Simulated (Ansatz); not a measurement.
A series of calculations on TaN

## 1. Relaxation

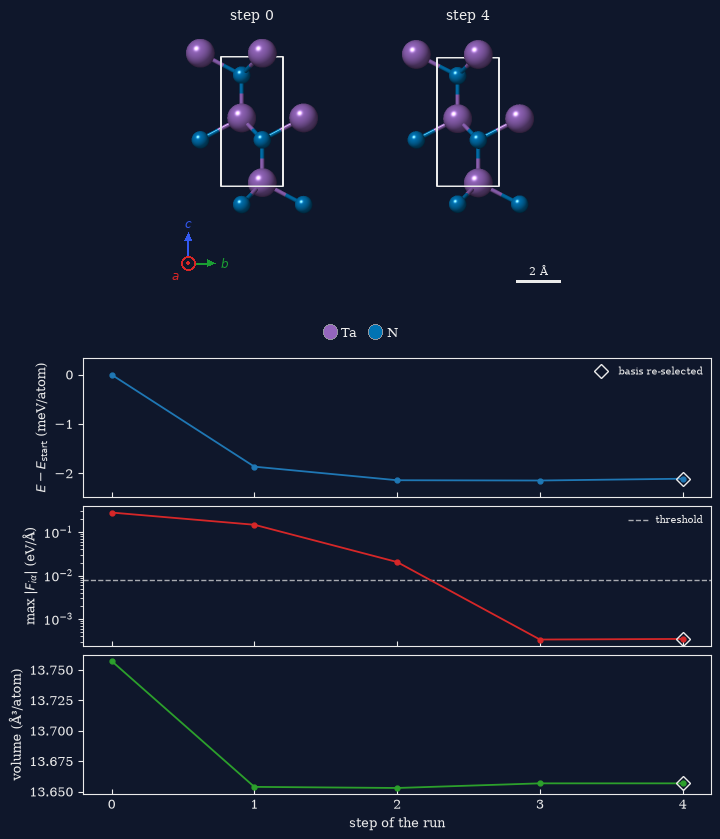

First and last geometry of a relaxation of a crystal of TaN (set up in P6_3mc), with the history of the run. Style: ball-and-stick. Shown: the cell of the calculation, along the a axis.

Case: biaxial strain in the a-b plane of +4.5 %; c and atoms relaxed.

These are results of DFT r2SCAN, scalar-relativistic, plane waves, PAW (Ansatz), not measurements. Settings: plane-wave cutoff 500 eV; k-point mesh 18 × 18 × 10; occupations gaussian; smearing width 0.1 eV; no spin polarisation; cell relaxed at fixed a, b, gamma; force threshold 0.008 eV/Å; at most 40 steps.

### Did the run converge, and what did it change?

It converged. The energy falls by 2.1 meV per atom in 3 accepted moves (4 points after the start). Largest force component: 0.28 eV/Å at the start, 0.00035 eV/Å at the end. Pressure: −10.89 GPa at the start and −9.25 GPa at the end. At 1 point the geometry stayed and the basis and grid were re-selected for the new cell (energy shift of less than 0.05 meV per atom at most each time). The largest moves relative to the cell, 0.012 Å, are those of Ta and N atoms. By element the largest moves are N 0.012 Å, Ta 0.012 Å. Cell: a = b unchanged at 3.276 Å, c 5.923 → 5.879 Å (−0.7 %). Volume −0.7 %. Some distances before and after: N–Ta 2.141 → 2.127 Å, N–Ta 1.957 → 1.966 Å. The space group stays P6_3mc (No. 186). Cost: 94 s on 1 thread of AMD EPYC 9R45 96-Core Processor (Zen 5) (shared host), peak memory 0.76 GiB.

```
step  E − E(0), meV/atom  largest force component, eV/Å  pressure, GPa  volume, Å³/atom                      note
   0                0.00                         0.2826         -10.89           13.757                          
   1               -1.86                         0.1479          -9.04           13.654                          
   2               -2.14                         0.0205          -9.16           13.653                          
   3               -2.14                         0.0003          -9.25           13.657                          
   4               -2.11                         0.0003          -9.25           13.657  same geometry, new basis
```

## 2. Relaxation

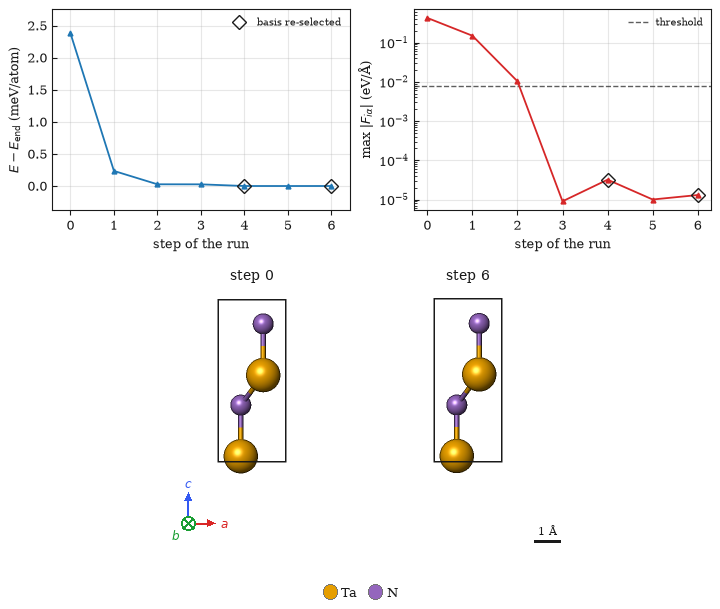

First and last geometry of a relaxation of a crystal of TaN (set up in P6_3mc), with the history of the run. The picture is a ball-and-stick view of the cell of the calculation, seen along the b axis.

Case: biaxial strain in the a-b plane of -4.5 %; c and atoms relaxed.

The calculation used DFT r2SCAN, scalar-relativistic, plane waves, PAW (Ansatz 0.2.0). Set-up: plane-wave cutoff 500 eV; k-point mesh 18 × 18 × 10; occupations gaussian; smearing width 0.1 eV; no spin polarisation; cell relaxed at fixed a, b, gamma; force threshold 0.008 eV/Å; at most 40 steps.

Did the run converge, and what did it change?

Answer. It converged. Over 4 accepted moves (6 points after the start) the energy falls by 2.4 meV per atom. Largest force component: 0.42 eV/Å at the start, under 0.0001 eV/Å at the end. The pressure goes from 15.30 to 13.12 GPa. At 2 points the geometry stayed and the basis and grid were re-selected for the new cell (energy shift of less than 0.05 meV per atom at most each time). The largest moves relative to the cell, 0.010 Å, are those of Ta and N atoms. Largest moves by element: Ta 0.010 Å, N 0.010 Å. Cell: a = b unchanged at 2.993 Å, c 6.251 → 6.283 Å (+0.5 %). Volume +0.5 %. Near-neighbour distances that change, for instance: N–Ta 2.079 → 2.093 Å, N–Ta 1.970 → 1.961 Å. The space group stays P6_3mc (No. 186). Cost: 86 s on 1 thread of AMD EPYC 9R45 96-Core Processor (Zen 5), on a shared host, peak memory 0.77 GiB.

| step | E − E(0), meV/atom | largest force component, eV/Å | pressure, GPa | volume, Å³/atom | note |
| --- | --- | --- | --- | --- | --- |
| 0 | 0.00 | 0.4231 | 15.30 | 12.127 |  |
| 1 | -2.15 | 0.1489 | 13.15 | 12.189 |  |
| 2 | -2.35 | 0.0103 | 13.18 | 12.187 |  |
| 3 | -2.36 | 0.0000 | 13.11 | 12.190 |  |
| 4 | -2.38 | 0.0000 | 13.11 | 12.190 | same geometry, new basis |
| 5 | -2.38 | 0.0000 | 13.12 | 12.189 |  |
| 6 | -2.38 | 0.0000 | 13.12 | 12.189 | same geometry, new basis |

## 3. Series

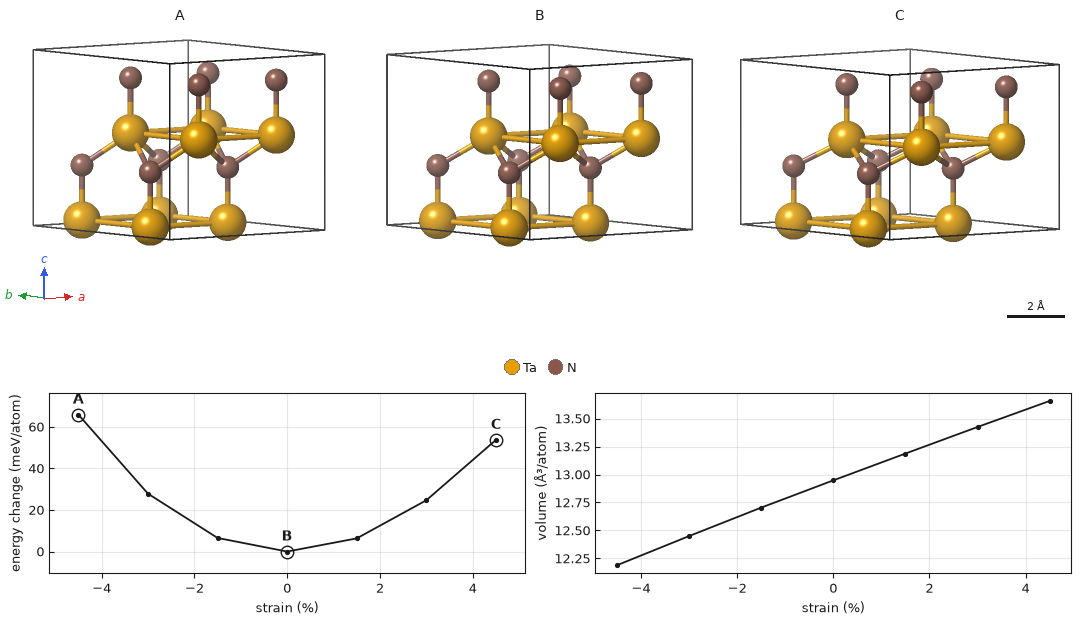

Members of a series of calculations on solid TaN (set up in P6_3mc), marked on the first curve. A ball-and-stick model of the cell of the calculation, repeated to show the pattern, seen from a free direction.

These are results of DFT r2SCAN, scalar-relativistic, plane waves, PAW (Ansatz 0.2.0), not measurements. Settings: plane-wave cutoff 500 eV; k-point mesh 18 × 18 × 10; occupations gaussian; smearing width 0.1 eV; no spin polarisation.

### Describe the series.

Biaxial strain in the a–b plane, c and atoms relaxed. A (strain −4.5 %): energy change 65.8 meV/atom, volume 12.19 Å³ per atom. B (strain 0.0 %): energy change 0.0 meV/atom, volume 12.95 Å³ per atom. C (strain 4.5 %): energy change 53.7 meV/atom, volume 13.66 Å³ per atom. The rest compares A with C. The drawn cell changes as follows: a = b 5.987 → 6.551 Å (+9.4 %), c 6.283 → 5.879 Å (−6.4 %); the volume changes by +12.0 %. Near-neighbour distances before and after: Ta–Ta 2.993 → 3.276 Å, N–Ta 2.093 → 2.127 Å, N–Ta 1.961 → 1.966 Å.
